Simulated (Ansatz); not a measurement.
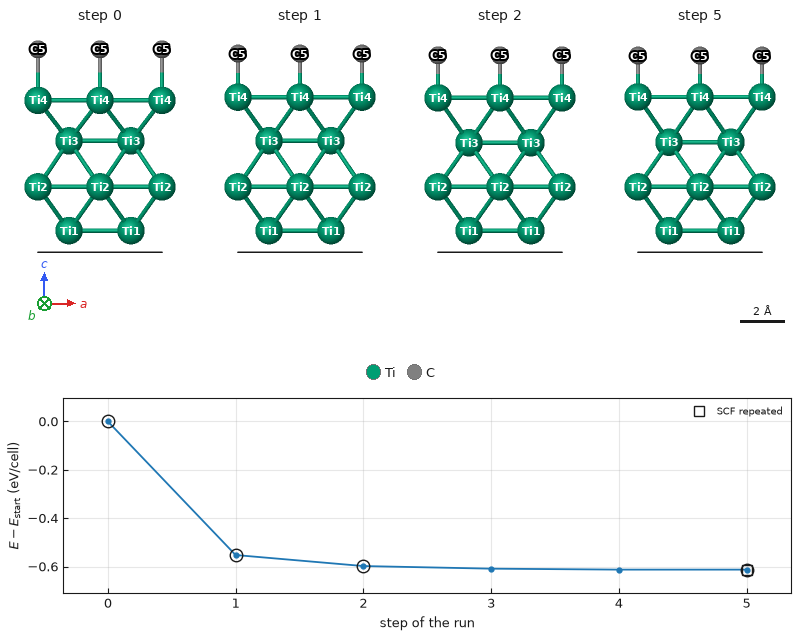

Frames of a constrained relaxation of a slab of composition Ti4C (cut from the Fm-3m phase), marked on the history of the run. A ball-and-stick model of the 2 × 2 repeat of the cell, outlined in the plane, without the vacuum, seen along the b axis.

Case: C put at a top Ti site. The slab is the (1 0 0) face of Ti with C on it. 2 atoms are held fixed.

The calculation used DFT PBEsol, scalar-relativistic, plane waves, PAW (Ansatz).

Input
```yaml
crystal:
  lattice:
    - [2.8679135958, 0.0, 0.0]
    - [0.0, 2.8679135958, 0.0]
    - [0.0, 0.0, 25.0837634544]
  atoms:
    - { symbol: Ti, position: [0.5, 0.5, 0.3388646212] }
    - { symbol: Ti, position: [0.0, 0.0, 0.4197105897] }
    - { symbol: Ti, position: [0.5, 0.5, 0.5045747292] }
    - { symbol: Ti, position: [0.0, 0.0, 0.579220464] }
    - { symbol: C, position: [0.0, 0.0, 0.6733052294] }
basis:
  ecutwfc: 420
kpoints:
  mp_grid: { grid: [10, 10, 1] }
hamiltonian:
  xc: pbesol
scf:
  occupations: { method: gaussian, width: 0.1 }
output:
  forces: true
  eigenvalues: true
  write_density: true
  write_potential: true
  elf: true
  volumetric_format: npy
relax:
  adjacent_minimum: "off"
  f_tol: 0.03
  max_steps: 70
  constraints: [{ sites: [0, 1] }]
efield:
  axis: 3
  dipole_correction: true
  ramp_width: 0.04
```

Run as
```bash
ansatz run input.yaml --threads 1 --pin off --max-ram 2560MiB --backend cpu --events-out ev --progress --plain --runs-dir out
```

Question: Describe the path.

Answer: After 4 accepted moves (5 points after the start) the energy has fallen by 0.613 eV per cell of the calculation. Largest force component: 2.2 eV/Å at the start, 0.0091 eV/Å at the end. 1 step only repeated the SCF at the same geometry. The largest move is that of C5, 0.29 Å along the normal (−c). By element the largest moves are C 0.29 Å, Ti 0.16 Å. The cell stays as it was. Near-neighbour distances that change, for instance: Ti4–C5 2.360 → 1.915 Å, Ti3–Ti4 2.760 → 2.917 Å, Ti2–Ti3 2.940 → 2.893 Å. From step 0 to 1: C5 moves most (0.19 Å), energy −0.552 eV per cell of the calculation. From step 1 to 2: Ti3 moves most (0.09 Å), energy −45.6 meV per cell of the calculation. From step 2 to 5: Ti4 moves most (0.04 Å), energy −14.8 meV per cell of the calculation.

Limits of the set-up: the periodic images lie only 2.9 Å apart, so the values are limited by the cell's size.
